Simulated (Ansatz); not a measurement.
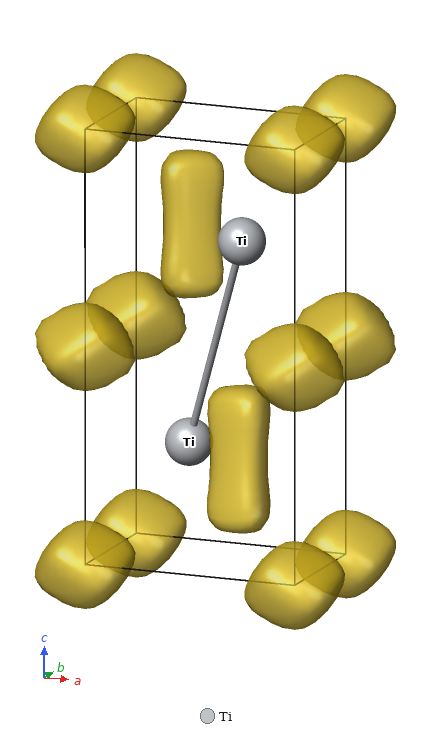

Figure. Ti. Isosurface of the electron localisation function at 0.65 (yellow), seen slightly off an axis. Core shells and regions of very low density are left out. Sticks mark near contacts.

Space group P6₃/mmc; computed pressure about −7 GPa in this cell.

All numbers below come from Ansatz, Kohn-Sham DFT of a periodic cell, PBEsol0, Ansatz PAW.

```
CELL_PARAMETERS angstrom
2.95000 0.00000 0.00000
-1.47500 2.55477 0.00000
0.00000 0.00000 4.68000
ATOMIC_POSITIONS crystal
Ti 0.66667 0.33333 0.75000
Ti 0.33333 0.66667 0.25000
```

**Describe the localisation domains.**

The surface consists of four pockets between the atoms, centred on no nucleus (multi-centre or interstitial), counted in one cell of 2 atoms. Regions shared between cells count once. There are no localised bonds or lone pairs at this value. Along the contacts the grid gives the following. Ti–Ti (2.89 Å): the ELF is about 0.20 at the midpoint: no shared electron pair shows on this line. Ti–Ti (2.95 Å): the ELF is about 0.30 at the midpoint (no localised pair shows between them).

**Does the calculation give a band gap?**

It is metallic or semimetallic at this level of theory: no gap opens.
